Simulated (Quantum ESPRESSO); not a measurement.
**Relaxation of cell and atoms of BN (part 1 of 2)**

The run: relaxation of cell and atoms of BN (2 atoms in the cell). Method and program: Kohn-Sham DFT of a periodic cell, PBE, SSSP 1.3 efficiency PBE, no spin polarisation (Quantum ESPRESSO 7.5).

The run did not end well.

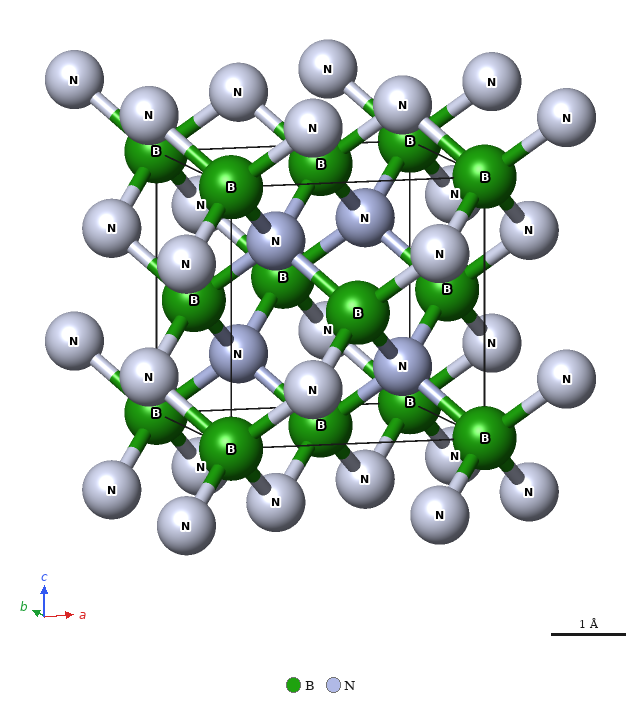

Fig. 1: The structure (ball-and-stick view of the cell 4 times as large as that of the calculation, set on its symmetry axes, seen slightly off an axis; neighbours outside the cell are drawn fainter).

Input file:
```
&CONTROL
  calculation = 'vc-relax'
  prefix = 'pwscf'
  outdir = './tmp'
  pseudo_dir = './pseudo'
  tprnfor = .true.
  tstress = .true.
  disk_io = 'low'
  nstep = 40
  forc_conv_thr = 0.0004
  etot_conv_thr = 1d-05
/
&SYSTEM
  ibrav = 0
  nat = 2
  ntyp = 2
  ecutwfc = 60
  ecutrho = 480
  nbnd = 9
  occupations = 'fixed'
/
&ELECTRONS
  conv_thr = 4d-10
  electron_maxstep = 120
  mixing_beta = 0.5
/
&IONS
  ion_dynamics = 'bfgs'
/
&CELL
  cell_dynamics = 'bfgs'
  press = 1600
  press_conv_thr = 0.3
/
ATOMIC_SPECIES
B     10.8100 b_pbe_v1.4.uspp.F.UPF
N     14.0070 N.pbe-n-radius_5.UPF
CELL_PARAMETERS angstrom
   0.0000000000    1.8075000000    1.8075000000
   1.8075000000    0.0000000000    1.8075000000
   1.8075000000    1.8075000000    0.0000000000
ATOMIC_POSITIONS crystal
B      0.0000000000    0.0000000000    0.0000000000
N      0.2500000000    0.2500000000    0.2500000000
K_POINTS automatic
16 16 16 0 0 0
```

Hardware: 1 thread of AMD EPYC (Zen 3), 200 GiB of memory available, shared host.

Command:
```bash
OMP_NUM_THREADS=1 pw.x -in pw.in > pw.out
```

What the program printed:
```
This program is part of the open-source Quantum ESPRESSO suite
     for quantum simulation of materials; please cite
         "P. Giannozzi et al., J. Phys.:Condens. Matter 21 395502 (2009);
         "P. Giannozzi et al., J. Phys.:Condens. Matter 29 465901 (2017);
         "P. Giannozzi et al., J. Chem. Phys. 152 154105 (2020);
          URL
     in publications or presentations arising from this work. More details at

     Message from routine setup:
     using ibrav=0 with symmetry is DISCOURAGED, use correct ibrav instead

     G-vector sticks info
     --------------------
     sticks:   dense  smooth     PW     G-vecs:    dense   smooth      PW
     Sum         769     379    121                14163     5029     941

     Using Slab Decomposition

     bravais-lattice index     =            0
     lattice parameter (alat)  =       4.8305  a.u.
     unit-cell volume          =      79.7006 (a.u.)^3
     number of atoms/cell      =            2
     number of atomic types    =            2
     number of electrons       =         8.00
     number of Kohn-Sham states=            9
     kinetic-energy cutoff     =      60.0000  Ry
     charge density cutoff     =     480.0000  Ry
     scf convergence threshold =      4.0E-10
     mixing beta               =       0.5000
     number of iterations used =            8  plain     mixing
     energy convergence thresh.=      1.0E-05
     force convergence thresh. =      4.0E-04
     press convergence thresh. =      3.0E-01
     Exchange-correlation= PBE
                           (   1   4   3   4   0   0   0)
     nstep                     =           40

     celldm(1)=   4.830501  celldm(2)=   0.000000  celldm(3)=   0.000000
     celldm(4)=   0.000000  celldm(5)=   0.000000  celldm(6)=   0.000000

     crystal axes: (cart. coord. in units of alat)
               a(1) = (   0.000000   0.707107   0.707107 )
               a(2) = (   0.707107   0.000000   0.707107 )
               a(3) = (   0.707107   0.707107   0.000000 )

     reciprocal axes: (cart. coord. in units 2 pi/alat)
               b(1) = ( -0.707107  0.707107  0.707107 )
               b(2) = (  0.707107 -0.707107  0.707107 )
               b(3) = (  0.707107  0.707107 -0.707107 )

     PseudoPot. # 1 for B  read from file:
     b_pbe_v1.4.uspp.F.UPF
     Pseudo is Ultrasoft + core correction, Zval =  3.0
     Generated by new atomic code, or converted to UPF format
     Using radial grid of  781 points,  4 beta functions with:
                l(1) =   0
                l(2) =   0
                l(3) =   1
                l(4) =   1
     Q(r) pseudized with  8 coefficients,  rinner =    1.100   1.100   1.100

     PseudoPot. # 2 for N  read from file:
     N.pbe-n-radius_5.UPF
     Pseudo is Ultrasoft + core correction, Zval =  5.0
     Generated using "atomic" code by A. Dal Corso  v.5.1
     Using radial grid of 1085 points,  4 beta functions with:
                l(1) =   0
                l(2) =   0
                l(3) =   1
                l(4) =   1
     Q(r) pseudized with 0 coefficients

     atomic species   valence    mass     pseudopotential
     B                 3.00    10.81000     B ( 1.00)
     N                 5.00    14.00700     N ( 1.00)

     24 Sym. Ops. (no inversion) found

   Cartesian axes

     site n.     atom                  positions (alat units)
         1        B      tau(   1) = (   0.0000000   0.0000000   0.0000000  )
         2        N      tau(   2) = (   0.3535534   0.3535534   0.3535534  )

     number of k points=   145

     Number of k-points >= 100: set verbosity='high' to print them.

     Dense  grid:    14163 G-vectors     FFT dimensions: (  36,  36,  36)

     Smooth grid:     5029 G-vectors     FFT dimensions: (  24,  24,  24)

     Initial potential from superposition of free atoms

     starting charge       7.9997, renormalised to       8.0000
     Starting wfcs are    8 randomized atomic wfcs +    1 random wfcs

     Self-consistent Calculation

     iteration #  1     ecut=    60.00 Ry     beta= 0.50
     Davidson diagonalization with overlap
     ethr =  1.00E-02,  avg # of iterations =  5.2

     total energy              =     -26.72103448 Ry
     estimated scf accuracy    <       0.21293482 Ry

     iteration #  2     ecut=    60.00 Ry     beta= 0.50
     Davidson diagonalization with overlap
     ethr =  2.66E-03,  avg # of iterations =  1.1

     total energy              =     -26.75857909 Ry
     estimated scf accuracy    <       0.02140412 Ry

     iteration #  3     ecut=    60.00 Ry     beta= 0.50
     Davidson diagonalization with overlap
     ethr =  2.68E-04,  avg # of iterations =  1.5

     total energy              =     -26.76110114 Ry
     estimated scf accuracy    <       0.00319071 Ry

     iteration #  4     ecut=    60.00 Ry     beta= 0.50
     Davidson diagonalization with overlap
     ethr =  3.99E-05,  avg # of iterations =  2.0

     total energy              =     -26.76143535 Ry
     estimated scf accuracy    <       0.00004915 Ry

     iteration #  5     ecut=    60.00 Ry     beta= 0.50
     Davidson diagonalization with overlap
     ethr =  6.14E-07,  avg # of iterations =  4.0

     total energy              =     -26.76146780 Ry
     estimated scf accuracy    <       0.00000897 Ry

     iteration #  6     ecut=    60.00 Ry     beta= 0.50
     Davidson diagonalization with overlap
     ethr =  1.12E-07,  avg # of iterations =  1.3

     total energy              =     -26.76146968 Ry
     estimated scf accuracy    <       0.00000007 Ry

     iteration #  7     ecut=    60.00 Ry     beta= 0.50
     Davidson diagonalization with overlap
     ethr =  8.27E-10,  avg # of iterations =  3.7

     total energy              =     -26.76146976 Ry
     estimated scf accuracy    <       0.00000010 Ry

     iteration #  8     ecut=    60.00 Ry     beta= 0.50
     Davidson diagonalization with overlap
     ethr =  8.27E-10,  avg # of iterations =  1.2

     End of self-consistent calculation

     Number of k-points >= 100: set verbosity='high' to print the bands.

     highest occupied, lowest unoccupied level (ev):    11.1448   15.6260

!    total energy              =     -26.76146977 Ry
     estimated scf accuracy    <          2.9E-10 Ry

     The total energy is the sum of the following terms:
     one-electron contribution =       4.58530209 Ry
     hartree contribution      =       3.60739214 Ry
     xc contribution           =      -8.61337810 Ry
     ewald contribution        =     -26.34078590 Ry

     convergence has been achieved in   8 iterations

     Forces acting on atoms (cartesian axes, Ry/au):

     atom    1 type  1   force =     0.00000000    0.00000000   -0.00000000
     atom    2 type  2   force =    -0.00000000    0.00000000    0.00000000

     Total force =     0.000000     Total SCF correction =     0.000000

     Computing stress (Cartesian axis) and pressure

          total   stress  (Ry/bohr**3)                   (kbar)     P=       16.37
   0.00011125   0.00000000  -0.00000000           16.37        0.00       -0.00
  -0.00000000   0.00011125   0.00000000           -0.00       16.37        0.00
   0.00000000  -0.00000000   0.00011125            0.00       -0.00       16.37

     BFGS Geometry Optimization
     Energy error            =      8.2E-01 Ry
     Gradient error          =      1.5E-32 Ry/Bohr
     Cell gradient error     =      1.6E+03 kbar

     number of scf cycles    =   1
     number of bfgs steps    =   0

     enthalpy           new  =     -25.8946000562 Ry

     new trust radius        =       0.4805383366 bohr
     new conv_thr            =       0.0000000004 Ry

     new unit-cell volume =     31.11546 a.u.^3 (     4.61084 Ang^3 )
     density =      8.93756 g/cm^3

CELL_PARAMETERS (angstrom)
   0.000000000   1.321041727   1.321041727
   1.321041727   0.000000000   1.321041727
   1.321041727   1.321041727   0.000000000

ATOMIC_POSITIONS (crystal)
B               -0.0000000000       -0.0000000000        0.0000000000
N                0.2500000000        0.2500000000        0.2500000000

     NEW-OLD atomic charge density approx. for the potential
     New effective cutoffs (rho, wfc):  893.20  112.32

     Self-consistent Calculation

     iteration #  1     ecut=    60.00 Ry     beta= 0.50
     Davidson diagonalization with overlap
     ethr =  1.00E-06,  avg # of iterations =  9.9

     total energy              =     -25.26584418 Ry
     estimated scf accuracy    <       0.09039225 Ry

     iteration #  2     ecut=    60.00 Ry     beta= 0.50
     Davidson diagonalization with overlap
     ethr =  1.13E-03,  avg # of iterations =  1.0

     total energy              =     -25.26928683 Ry
     estimated scf accuracy    <       0.00966943 Ry

     iteration #  3     ecut=    60.00 Ry     beta= 0.50
     Davidson diagonalization with overlap
     ethr =  1.21E-04,  avg # of iterations =  1.8

     total energy              =     -25.27038705 Ry
     estimated scf accuracy    <       0.00044293 Ry

     iteration #  4     ecut=    60.00 Ry     beta= 0.50
     Davidson diagonalization with overlap
     ethr =  5.54E-06,  avg # of iterations =  1.8

     total energy              =     -25.27043920 Ry
     estimated scf accuracy    <       0.00000896 Ry

     iteration #  5     ecut=    60.00 Ry     beta= 0.50
     Davidson diagonalization with overlap
     ethr =  1.12E-07,  avg # of iterations =  2.3

     total energy              =     -25.27044278 Ry
     estimated scf accuracy    <       0.00000162 Ry

     iteration #  6     ecut=    60.00 Ry     beta= 0.50
     Davidson diagonalization with overlap
     ethr =  2.02E-08,  avg # of iterations =  1.3

     total energy              =     -25.27044301 Ry
     estimated scf accuracy    <          9.1E-09 Ry

     iteration #  7     ecut=    60.00 Ry     beta= 0.50
     Davidson diagonalization with overlap
     ethr =  1.14E-10,  avg # of iterations =  3.4

     total energy              =     -25.27044303 Ry
     estimated scf accuracy    <          1.3E-09 Ry

     iteration #  8     ecut=    60.00 Ry     beta= 0.50
     Davidson diagonalization with overlap
     ethr =  1.62E-11,  avg # of iterations =  1.4

     End of self-consistent calculation

     Number of k-points >= 100: set verbosity='high' to print the bands.

     highest occupied, lowest unoccupied level (ev):    33.9017   39.2609

!    total energy              =     -25.27044303 Ry
     estimated scf accuracy    <          5.2E-11 Ry

     The total energy is the sum of the following terms:
     one-electron contribution =      19.12823826 Ry
     hartree contribution      =       2.09298780 Ry
     xc contribution           =     -10.45119470 Ry
     ewald contribution        =     -36.04047438 Ry

     convergence has been achieved in   8 iterations

     Forces acting on atoms (cartesian axes, Ry/au):

     atom    1 type  1   force =    -0.00000000    0.00000000   -0.00000000
     atom    2 type  2   force =     0.00000000   -0.00000000   -0.00000000

     Total force =     0.000000     Total SCF correction =     0.000000

     Computing stress (Cartesian axis) and pressure

          total   stress  (Ry/bohr**3)                   (kbar)     P=    18456.80
   0.12546678  -0.00000000   0.00000000        18456.80       -0.00        0.00
  -0.00000000   0.12546678   0.00000000           -0.00    18456.80        0.00
   0.00000000   0.00000000   0.12546678            0.00        0.00    18456.80

     Energy error            =      9.6E-01 Ry
     Gradient error          =      3.7E-33 Ry/Bohr
     Cell gradient error     =      1.7E+04 kbar

     number of scf cycles    =   2
     number of bfgs steps    =   1

     enthalpy           old  =     -25.8946000562 Ry
     enthalpy           new  =     -24.9320132880 Ry

     CASE: enthalpy          _new > enthalpy          _old

     new trust radius        =       0.0859622548 bohr
     new conv_thr            =       0.0000000004 Ry

     new unit-cell volume =     66.97951 a.u.^3 (     9.92534 Ang^3 )
     density =      4.15196 g/cm^3

CELL_PARAMETERS (angstrom)
   0.000000000   1.705709737   1.705709737
   1.705709737   0.000000000   1.705709737
   1.705709737   1.705709737   0.000000000

ATOMIC_POSITIONS (crystal)
B               -0.0000000000       -0.0000000000        0.0000000000
N                0.2500000000        0.2500000000        0.2500000000

     NEW-OLD atomic charge density approx. for the potential
     New effective cutoffs (rho, wfc):  535.76   67.37

     negative rho (up, down):  1.611E-04 0.000E+00

     Self-consistent Calculation

     iteration #  1     ecut=    60.00 Ry     beta= 0.50
     Davidson diagonalization with overlap
     ethr =  1.00E-06,  avg # of iterations = 10.7

     total energy              =     -26.71580594 Ry
     estimated scf accuracy    <       0.05359653 Ry

     iteration #  2     ecut=    60.00 Ry     beta= 0.50
     Davidson diagonalization with overlap
     ethr =  6.70E-04,  avg # of iterations =  1.0

     total energy              =     -26.72461303 Ry
     estimated scf accuracy    <       0.00481497 Ry

     iteration #  3     ecut=    60.00 Ry     beta= 0.50
     Davidson diagonalization with overlap
     ethr =  6.02E-05,  avg # of iterations =  1.9

     total energy              =     -26.72566172 Ry
     estimated scf accuracy    <       0.00087490 Ry

     iteration #  4     ecut=    60.00 Ry     beta= 0.50
     Davidson diagonalization with overlap
     ethr =  1.09E-05,  avg # of iterations =  2.1

     total energy              =     -26.72580683 Ry
     estimated scf accuracy    <       0.00001385 Ry

     iteration #  5     ecut=    60.00 Ry     beta= 0.50
     Davidson diagonalization with overlap
     ethr =  1.73E-07,  avg # of iterations =  2.8

     total energy              =     -26.72581378 Ry
     estimated scf accuracy    <       0.00000264 Ry

     iteration #  6     ecut=    60.00 Ry     beta= 0.50
     Davidson diagonalization with overlap
     ethr =  3.30E-08,  avg # of iterations =  1.2

     total energy              =     -26.72581432 Ry
     estimated scf accuracy    <       0.00000001 Ry

     iteration #  7     ecut=    60.00 Ry     beta= 0.50
     Davidson diagonalization with overlap
     ethr =  1.25E-10,  avg # of iterations =  4.0

     total energy              =     -26.72581434 Ry
     estimated scf accuracy    <          5.9E-09 Ry

     iteration #  8     ecut=    60.00 Ry     beta= 0.50
     Davidson diagonalization with overlap
     ethr =  7.34E-11,  avg # of iterations =  1.0

     End of self-consistent calculation

     Number of k-points >= 100: set verbosity='high' to print the bands.

     highest occupied, lowest unoccupied level (ev):    14.1402   18.7987

!    total energy              =     -26.72581435 Ry
     estimated scf accuracy    <          2.6E-10 Ry

     The total energy is the sum of the following terms:
     one-electron contribution =       6.78787030 Ry
     hartree contribution      =       3.28786203 Ry
     xc contribution           =      -8.88884296 Ry
     ewald contribution        =     -27.91270372 Ry

     convergence has been achieved in   8 iterations

     Forces acting on atoms (cartesian axes, Ry/au):

     atom    1 type  1   force =    -0.00000000   -0.00000000    0.00000000
     atom    2 type  2   force =    -0.00000000    0.00000000    0.00000000

     Total force =     0.000000     Total SCF correction =     0.000000

     Computing stress (Cartesian axis) and pressure

          total   stress  (Ry/bohr**3)                   (kbar)     P=      921.91
   0.00626700   0.00000000   0.00000000          921.91        0.00        0.00
   0.00000000   0.00626700  -0.00000000            0.00      921.91       -0.00
  -0.00000000  -0.00000000   0.00626700           -0.00       -0.00      921.91

     Energy error            =      1.0E-01 Ry
     Gradient error          =      1.2E-32 Ry/Bohr
     Cell gradient error     =      6.8E+02 kbar

     number of scf cycles    =   3
     number of bfgs steps    =   1

     enthalpy           old  =     -25.8946000562 Ry
     enthalpy           new  =     -25.9973063899 Ry

     CASE: enthalpy          _new < enthalpy          _old

     new trust radius        =       0.0602035608 bohr
     new conv_thr            =            4.0E-12 Ry

     new unit-cell volume =     59.85733 a.u.^3 (     8.86994 Ang^3 )
     density =      4.64598 g/cm^3

CELL_PARAMETERS (angstrom)
   0.000000000   1.642972365   1.642972365
   1.642972365   0.000000000   1.642972365
   1.642972365   1.642972365  -0.000000000

ATOMIC_POSITIONS (crystal)
B                0.0000000000        0.0000000000       -0.0000000000
N                0.2500000000        0.2500000000        0.2500000000

     NEW-OLD atomic charge density approx. for the potential
     New effective cutoffs (rho, wfc):  577.46   72.61

     Self-consistent Calculation

     iteration #  1     ecut=    60.00 Ry     beta= 0.50
     Davidson diagonalization with overlap
     ethr =  1.00E-06,  avg # of iterations =  6.0

     total energy              =     -26.66059863 Ry
     estimated scf accuracy    <       0.00127751 Ry

     iteration #  2     ecut=    60.00 Ry     beta= 0.50
     Davidson diagonalization with overlap
     ethr =  1.60E-05,  avg # of iterations =  1.0

     total energy              =     -26.66066967 Ry
     estimated scf accuracy    <       0.00016368 Ry

     iteration #  3     ecut=    60.00 Ry     beta= 0.50
     Davidson diagonalization with overlap
     ethr =  2.05E-06,  avg # of iterations =  1.5

     total energy              =     -26.66068515 Ry
     estimated scf accuracy    <       0.00001075 Ry

     iteration #  4     ecut=    60.00 Ry     beta= 0.50
     Davidson diagonalization with overlap
     ethr =  1.34E-07,  avg # of iterations =  2.0

     total energy              =     -26.66068761 Ry
     estimated scf accuracy    <       0.00000038 Ry

     iteration #  5     ecut=    60.00 Ry     beta= 0.50
     Davidson diagonalization with overlap
     ethr =  4.70E-09,  avg # of iterations =  2.2

     total energy              =     -26.66068775 Ry
     estimated scf accuracy    <       0.00000002 Ry

     iteration #  6     ecut=    60.00 Ry     beta= 0.50
     Davidson diagonalization with overlap
     ethr =  2.11E-10,  avg # of iterations =  3.4

     total energy              =     -26.66068776 Ry
     estimated scf accuracy    <          1.3E-09 Ry

     iteration #  7     ecut=    60.00 Ry     beta= 0.50
     Davidson diagonalization with overlap
     ethr =  1.61E-11,  avg # of iterations =  2.0

     total energy              =     -26.66068776 Ry
     estimated scf accuracy    <          3.7E-10 Ry
```
